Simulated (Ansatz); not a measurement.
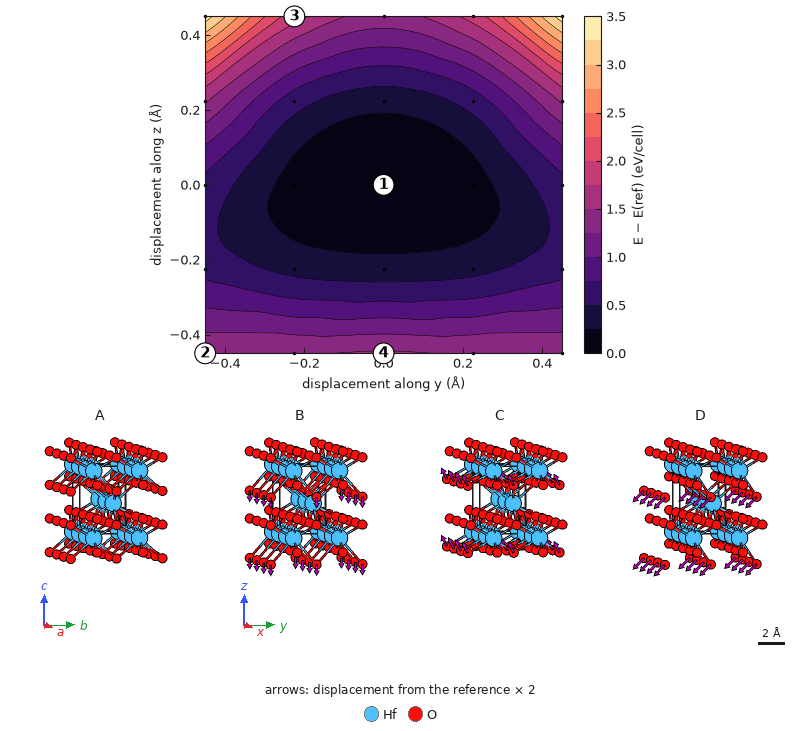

Energy scan for a crystal of HfO2 (P4_2/nmc), in which an O atom (one in each cell of 6 atoms) is moved over the plane of the Cartesian directions y and z, all else fixed. The map is interpolated between the computed points (dots). The frames are shuffled; each belongs to one numbered point. Style: ball-and-stick. Shown: the cell of the calculation, repeated 3 × 1 × 1 with one cell outlined, nearly along the normal of the scanned plane. Purple arrows: displacements from the reference.

These are results of DFT r2SCAN, scalar-relativistic, plane waves, PAW (Ansatz 0.2.0), not measurements. Set-up: plane-wave cutoff 500 eV; k-point mesh 6 × 6 × 6; occupations gaussian; smearing width 0.05 eV; no spin polarisation. Energies (free energies at the smearing named) are counted from the relaxed crystal.

**Which frame belongs to which numbered point?**

Point 1 is frame A, at (0.000, 0.000) and 0.00 eV/cell; 2 is frame D, at (−0.450, −0.450) and 1.46 eV/cell; 3 is frame C, at (−0.225, 0.450) and 1.86 eV/cell; 4 is frame B, at (0.000, −0.450) and 1.53 eV/cell. In pairs of (displacement along y (Å); displacement along z (Å)): the lowest computed point lies at (0.000, 0.000) (0.00 eV/cell), the highest at (−0.450, 0.450), (0.450, 0.450) (3.38 eV/cell).  Over the ranges scanned the energy rises more along the second axis, the displacement along z.
